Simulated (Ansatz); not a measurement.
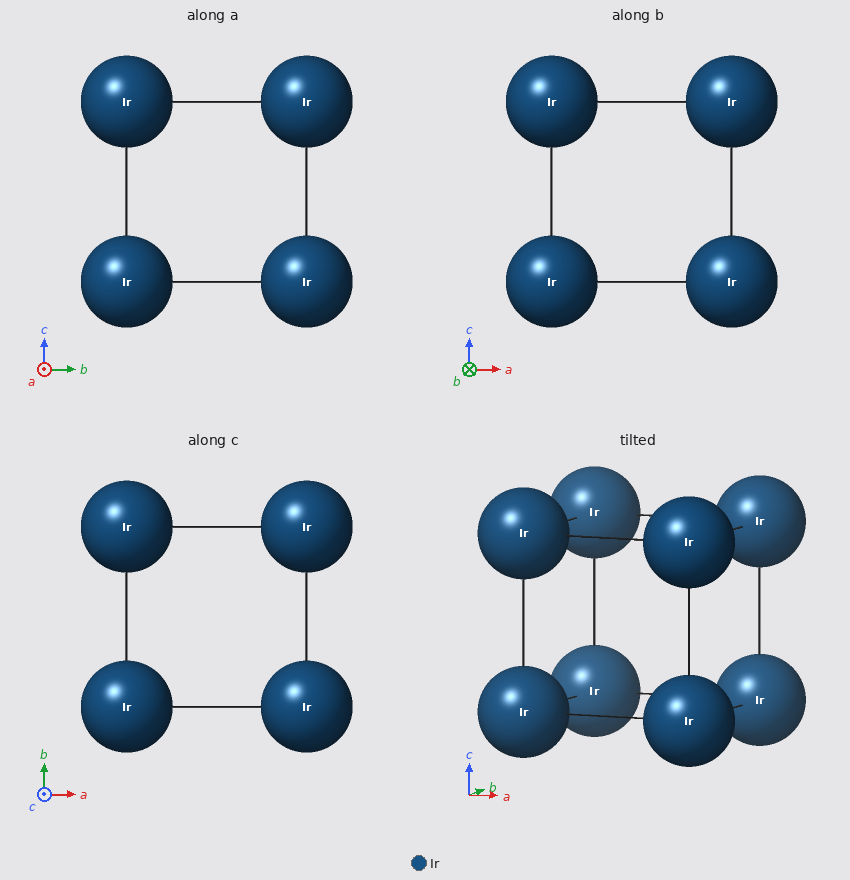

We look at a spheres-only model of the crystal along the a axis, along the b axis, along the c axis and slightly off an axis. The lines enclose the conventional unit cell; boundary atoms appear with their images.

Lattice parameters: a = 2.5707 Å, b = 2.5707 Å, c = 2.5707 Å, α = 90.000°, β = 90.000°, γ = 90.000°.

### Transcribe the picture into a CIF with its space group and independent sites.

```cif
data_structure
_symmetry_space_group_name_H-M 'P m -3 m'
_symmetry_Int_Tables_number 221
_cell_length_a 2.5707
_cell_length_b 2.5707
_cell_length_c 2.5707
_cell_angle_alpha 90.000
_cell_angle_beta 90.000
_cell_angle_gamma 90.000
_cell_volume 16.99
loop_
_atom_site_label
_atom_site_type_symbol
_atom_site_symmetry_multiplicity
_atom_site_Wyckoff_symbol
_atom_site_fract_x
_atom_site_fract_y
_atom_site_fract_z
_atom_site_occupancy
Ir1 Ir 1 a 0.0000 0.0000 0.0000 1
```

The model was built from a textbook structure type filled with this element (whether it is the usual form wasn't checked). The final geometry of a relaxation with Ansatz, DFT PBE, scalar-relativistic, plane waves, PAW is shown.
